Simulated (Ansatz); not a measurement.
# TiN (slab): what the fields show

Input

```
crystal:
  lattice:
    - [2.9726300482, 0.0, 0.0]
    - [0.0, 4.20393373, 0.0]
    - [0.0, 0.0, 25.4042051685]
  atoms:
    - { symbol: Ti, position: [0.5, 0.5, 0.2952267135] }
    - { symbol: "N", position: [0.5, 0.0, 0.2952267135] }
    - { symbol: Ti, position: [0.0, 0.0, 0.3537333668] }
    - { symbol: "N", position: [0.0, 0.5, 0.3537333668] }
    - { symbol: Ti, position: [0.5, 0.5, 0.4122400201] }
    - { symbol: "N", position: [0.5, 0.0, 0.4122400201] }
    - { symbol: Ti, position: [0.0, 0.0, 0.4707466734] }
    - { symbol: "N", position: [0.0, 0.5, 0.4707466734] }
    - { symbol: Ti, position: [0.5, 0.5, 0.5292533266] }
    - { symbol: "N", position: [0.5, 0.0, 0.5292533266] }
    - { symbol: Ti, position: [0.0, 0.0, 0.5877599799] }
    - { symbol: "N", position: [0.0, 0.5, 0.5877599799] }
    - { symbol: Ti, position: [0.5, 0.5, 0.6462666332] }
    - { symbol: "N", position: [0.5, 0.0, 0.6462666332] }
    - { symbol: Ti, position: [0.0, 0.0, 0.7047732865] }
    - { symbol: "N", position: [0.0, 0.5, 0.7047732865] }
basis:
  ecutwfc: 420
kpoints:
  mp_grid: { grid: [12, 8, 1] }
hamiltonian:
  xc: pbesol
scf:
  occupations: { method: gaussian, width: 0.1 }
output:
  forces: true
  eigenvalues: true
  write_density: true
  write_potential: true
  elf: true
  volumetric_format: npy
relax:
  adjacent_minimum: "off"
  f_tol: 0.02
  max_steps: 60
efield:
  axis: 3
  dipole_correction: true
  ramp_width: 0.04
```

Launched as:

```sh
ansatz run input.yaml --threads 2 --pin off --max-ram 5120MiB --backend cpu --events-out ev --progress --plain --runs-dir out
```

The fields are those of the run's last geometry, not of the input's.

Computed without spin polarisation.

Theory: Ansatz 0.2.0, DFT PBEsol, scalar-relativistic, plane waves, PAW.

In a PAW calculation such maps are meaningful between the atoms, not at the nuclei.

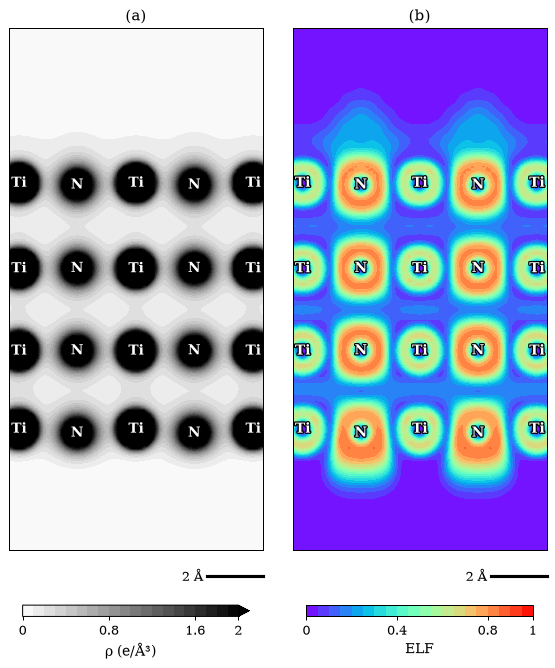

Figure 1. (a) valence charge density (pseudo); (b) electron localisation function on the (100) plane of the calculation cell, a cut from vacuum to vacuum.

Question: What does the map show?

Answer:
- The plane passes through Ti and N nuclei.
- Ti–Ti (2.80 Å): ρ at the midpoint is about 0.25 e/Å³; the ELF is about 0.20 at the midpoint: no localised pair shows between them.
- Ti–N (2.11 Å): ρ is about 0.54 e/Å³ halfway; the ELF peaks at about 0.80 in the valence shell of N, 0.6 Å from its nucleus, and is about 0.20 at the midpoint; no localised pair shows between them.
- The density dies away to nearly zero in the vacuum.
- The features right at Ti lie inside the PAW spheres, where the map follows smoothed inner orbitals and isn't to be read closely.

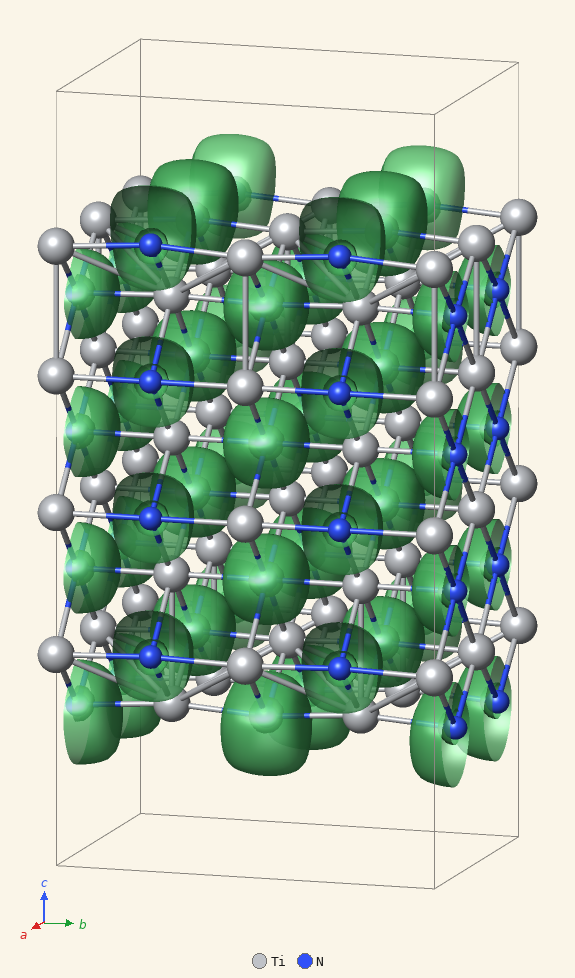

Figure 2. Isosurface of the electron localisation function at 0.6 (green), seen slightly off an axis. Core shells and regions of very low density are left out. Sticks mark near contacts.

Question: What do the ELF domains correspond to?

Answer: The ELF exceeds this value in eight regions wrapped around N (the valence shell of each), counted in one cell of 16 atoms. Counts are for one cell; the picture repeats the cell along the surface. Along the contacts the grid gives the following. Ti–N (1.97 Å): the ELF peaks at about 0.80 in the valence shell of N, 0.6 Å from its nucleus, and is about 0.25 at the midpoint (no shared electron pair shows on this line).

Question: Does the calculation make it a metal, or give it a gap?

Answer: It is metallic or semimetallic at this level of theory: no gap opens.
